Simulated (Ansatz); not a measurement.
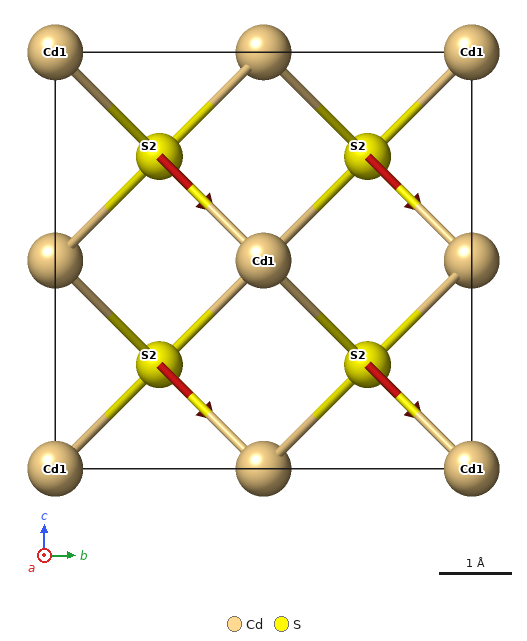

Energy scan for a crystal of CdS (F-43m), in which the whole S sublattice is shifted rigidly, towards the nearest copy of atom 2 (S) at 4.115 Å, all else fixed. The picture shows the reference cell. The red arrows give the direction of positive displacement. The picture is a ball-and-stick view of the conventional cell (4 times the calculation's cell), seen along the a axis. Lengths and directions refer to the drawn axes.

These are results of Ansatz 0.2.0, DFT r2SCAN, scalar-relativistic, plane waves, PAW, not measurements. (plane-wave cutoff 500 eV; k-point mesh 8 × 8 × 8; occupations gaussian; smearing width 0.05 eV; no spin polarisation). Energies (free energies at the smearing named) are counted from the cell as listed in its source, which wasn't relaxed.

Input
```yaml
crystal:
  lattice:
    - [0.0, 2.91, 2.91]
    - [2.91, 0.0, 2.91]
    - [2.91, 2.91, 0.0]
  atoms:
    - { symbol: Cd, position: [0.0, 0.0, 0.0] }
    - { symbol: S, position: [0.75, 0.75, 0.75] }
basis:
  ecutwfc: 500
kpoints:
  mp_grid: { grid: [8, 8, 8] }
hamiltonian:
  xc: r2scan
scf:
  occupations: { method: gaussian, width: 0.05 }
output:
  forces: true
  stress: true
  eigenvalues: true
```

Run as
```bash
ansatz run input.yaml --threads 1 --pin off --max-ram 2560MiB --backend cpu --events-out ev --progress --plain --runs-dir out
```

**Predict the energy profile (the displacement: −0.3000, −0.2250, −0.1500, −0.0750, 0.0000, 0.0375, 0.0750, 0.1125, 0.1500, 0.1875, 0.2250, 0.2625, 0.3000 Å).**

```csv
displacement (Å),energy change (meV/cell)
−0.3000,256.5
−0.2250,140.0
−0.1500,60.9
−0.0750,15.0
0.0000,0.0
0.0375,3.7
0.0750,15.0
0.1125,34.0
0.1500,60.9
0.1875,96.0
0.2250,140.0
0.2625,193.3
0.3000,256.5
```

Points that are alike by symmetry were computed once.

Of the computed points the lowest is at the displacement 0.00 Å, 0.0 meV/cell. At the ends of the scan the energy is 256.5 meV/cell (−0.30 Å) and 256.5 meV/cell (0.30 Å). The curvature at zero is about 5.3 eV/Å² per cell. The well is symmetric. At the highest point the shortest interatomic distance is 2.28 Å, against 2.52 Å in the reference. The distortion takes the space group from F-43m to Cm.
